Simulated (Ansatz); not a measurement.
Consider P.

```
P
1.0
     0.00000    5.87754    0.00000
    -3.51217    0.00000    0.00000
     0.00000   -1.95918    2.77752
P
4
Direct
  0.24129 0.00000 0.72388
  0.74129 0.50000 0.72388
  0.25871 0.50000 0.27612
  0.75871 0.00000 0.27612
```

Space group C2/m; a structure from a database of computed crystals, not necessarily the ambient phase; changed on purpose from its base cell (strain +0.0350 x Voigt [1, 0, 0, 0, 0, 0], atoms carried along); computed pressure about −4 GPa in this cell.

These are results of DFT PBEsol+D3(BJ), scalar-relativistic, plane waves, PAW (Ansatz 0.2.0), not measurements.

Q: What can the converged valence pseudo-density and electron localisation function tell about the bonding?

A: P–P (2.32 Å): ρ at the midpoint is about 0.64 e/Å³; the ELF peaks at about 0.90 between the atoms.

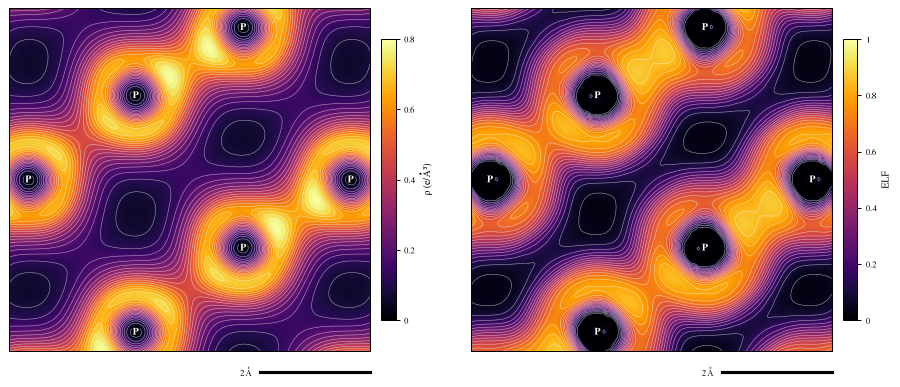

Computed valence pseudo-density and electron localisation function on the (010) plane of the conventional cell, in this order. 
